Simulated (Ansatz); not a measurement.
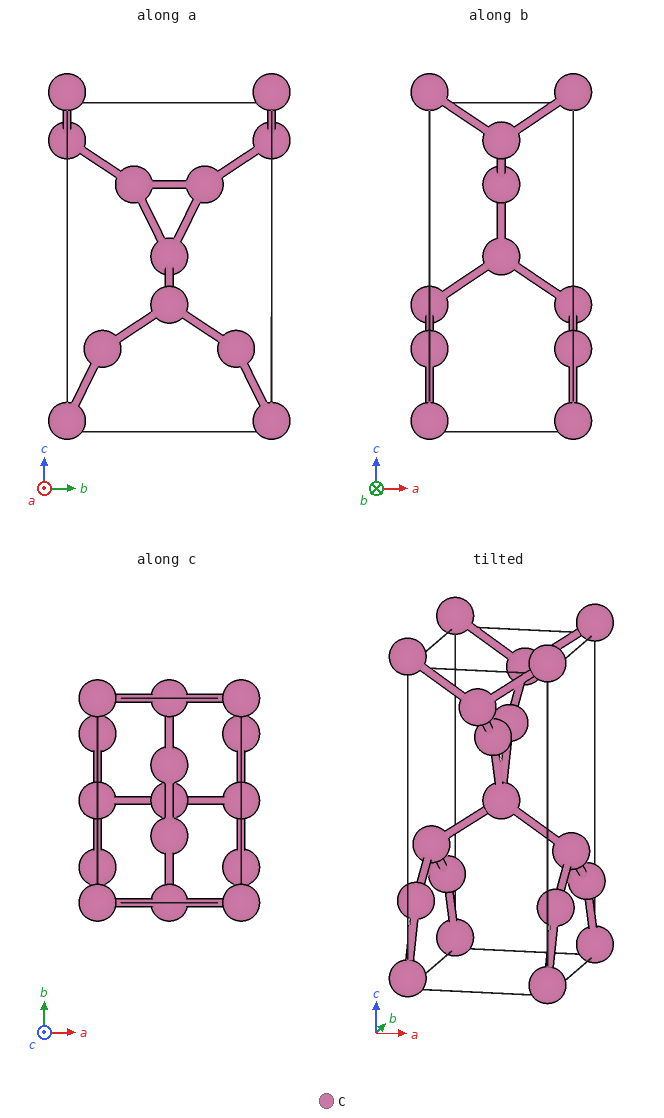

The image is a ball-and-stick drawing of a crystal, viewed along the a axis, along the b axis, along the c axis and slightly off an axis. The lines enclose the conventional unit cell; boundary atoms appear with their images.

Lattice parameters: a = 2.6657 Å, b = 3.7935 Å, c = 6.0989 Å, α = 90.000°, β = 90.000°, γ = 90.000°.

### From the views, write a CIF in P1 with every atom of the cell, with free fractional coordinates to two decimals.

```cif
data_structure
_symmetry_space_group_name_H-M 'P 1'
_symmetry_Int_Tables_number 1
_cell_length_a 2.6657
_cell_length_b 3.7935
_cell_length_c 6.0989
_cell_angle_alpha 90.000
_cell_angle_beta 90.000
_cell_angle_gamma 90.000
_cell_volume 61.67
loop_
_atom_site_label
_atom_site_type_symbol
_atom_site_fract_x
_atom_site_fract_y
_atom_site_fract_z
_atom_site_occupancy
C1 C 0.00 0.17 0.25 1
C2 C 0.00 0.83 0.25 1
C3 C 0.00 0.00 0.03 1
C4 C 0.00 0.50 0.39 1
C5 C 0.50 0.67 0.75 1
C6 C 0.50 0.33 0.75 1
C7 C 0.50 0.50 0.53 1
C8 C 0.50 0.00 0.89 1
```

Provenance: a structure type filled with this element by a generator (whether the element takes this form wasn't checked). The geometry was optimised with Ansatz 0.2.0, DFT PBE, scalar-relativistic, plane waves, PAW.
